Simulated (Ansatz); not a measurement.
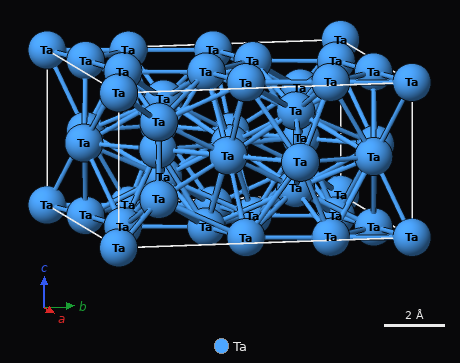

This is the input geometry for a relaxation of crystalline Ta (built on the database_136 type). The picture is a ball-and-stick view of the cell of the calculation, seen slightly off an axis.

Case: structure listed in a database for this formula (P4_2/mnm, No. 136).

All numbers below come from DFT PBE, scalar-relativistic, plane waves, PAW in Ansatz 0.2.0.

Input file:
```yaml
crystal:
  lattice:
    - [10.224406015, 0.0, 0.0]
    - [0.0, 10.224406015, 0.0]
    - [0.0, 0.0, 5.3030315]
  atoms:
    - { symbol: Ta, position: [0.46547238, 0.87178958, 0.0] }
    - { symbol: Ta, position: [0.76067788, 0.43243926, 0.5] }
    - { symbol: Ta, position: [0.81879461, 0.18120539, 0.74932861] }
    - { symbol: Ta, position: [0.62821042, 0.96547238, 0.5] }
    - { symbol: Ta, position: [0.37178958, 0.03452762, 0.5] }
    - { symbol: Ta, position: [0.39496512, 0.60503488, 0.0] }
    - { symbol: Ta, position: [0.31879461, 0.31879461, 0.75067139] }
    - { symbol: Ta, position: [0.68120539, 0.68120539, 0.24932861] }
    - { symbol: Ta, position: [0.23932212, 0.56756074, 0.5] }
    - { symbol: Ta, position: [0.43243926, 0.76067788, 0.5] }
    - { symbol: Ta, position: [0.89496512, 0.89496512, 0.5] }
    - { symbol: Ta, position: [0.0, 0.0, 0.0] }
    - { symbol: Ta, position: [0.03452762, 0.37178958, 0.5] }
    - { symbol: Ta, position: [0.06756074, 0.26067788, 0.0] }
    - { symbol: Ta, position: [0.53452762, 0.12821042, 0.0] }
    - { symbol: Ta, position: [0.10503488, 0.10503488, 0.5] }
    - { symbol: Ta, position: [0.81879461, 0.18120539, 0.25067139] }
    - { symbol: Ta, position: [0.18120539, 0.81879461, 0.25067139] }
    - { symbol: Ta, position: [0.5, 0.5, 0.5] }
    - { symbol: Ta, position: [0.31879461, 0.31879461, 0.24932861] }
    - { symbol: Ta, position: [0.18120539, 0.81879461, 0.74932861] }
    - { symbol: Ta, position: [0.93243926, 0.73932212, 0.0] }
    - { symbol: Ta, position: [0.68120539, 0.68120539, 0.75067139] }
    - { symbol: Ta, position: [0.26067788, 0.06756074, 0.0] }
    - { symbol: Ta, position: [0.87178958, 0.46547238, 0.0] }
    - { symbol: Ta, position: [0.56756074, 0.23932212, 0.5] }
    - { symbol: Ta, position: [0.12821042, 0.53452762, 0.0] }
    - { symbol: Ta, position: [0.96547238, 0.62821042, 0.5] }
    - { symbol: Ta, position: [0.73932212, 0.93243926, 0.0] }
    - { symbol: Ta, position: [0.60503488, 0.39496512, 0.0] }
basis:
  ecutwfc: 420
kpoints:
  mp_grid: { grid: [4, 4, 8] }
hamiltonian:
  xc: pbe
scf:
  occupations: { method: gaussian, width: 0.1 }
output:
  forces: true
  stress: true
  eigenvalues: true
relax:
  adjacent_minimum: "off"
  f_tol: 0.01
  max_steps: 80
  cell: { stress_tol: 0.05 }
```

Predict the outcome.

Answer. The largest moves relative to the cell, 0.005 Å, are those of 16 atoms (Ta1, Ta2, Ta4, Ta5 and others). Ta28 goes along [−1 3 0]. The volume changes by +1.0 %, with a = b 10.224 → 10.247 Å (+0.2 %), c 5.303 → 5.335 Å (+0.6 %). Near-neighbour distances that change, for instance: Ta13–Ta25 3.274 → 3.293 Å, Ta11–Ta22 3.116 → 3.134 Å, Ta18–Ta21 2.659 → 2.675 Å, Ta18–Ta21 (another image) 2.644 → 2.660 Å. The space group stays P4_2/mnm (No. 136). Over 2 accepted moves (4 points after the start) the energy falls by 43.3 meV per cell of the calculation. The largest force component goes from 0.074 to 0.0031 eV/Å. Pressure: 2.12 GPa at the start and 0.00 GPa at the end. The line search rejected the trial step at point 1 of the run. At 1 point the geometry stayed and the basis and grid were re-selected for the new cell (energy shift of 2.2 meV per cell of the calculation at most each time). The run took about 25 core-minutes on a shared host.

Step by step:

```json
{"step": "0", "E − E(0), meV/atom": "0.00", "largest force component, eV/Å": "0.0736", "pressure, GPa": "2.12", "volume, Å³/atom": "18.479", "note": ""}
{"step": "1", "E − E(0), meV/atom": "17.62", "largest force component, eV/Å": "0.0871", "pressure, GPa": "-7.42", "volume, Å³/atom": "19.448", "note": "rejected"}
{"step": "2", "E − E(0), meV/atom": "-1.34", "largest force component, eV/Å": "0.0115", "pressure, GPa": "-0.15", "volume, Å³/atom": "18.687", "note": ""}
{"step": "3", "E − E(0), meV/atom": "-1.37", "largest force component, eV/Å": "0.0031", "pressure, GPa": "0.00", "volume, Å³/atom": "18.672", "note": ""}
{"step": "4", "E − E(0), meV/atom": "-1.44", "largest force component, eV/Å": "0.0031", "pressure, GPa": "0.00", "volume, Å³/atom": "18.672", "note": "same geometry, new basis"}
```
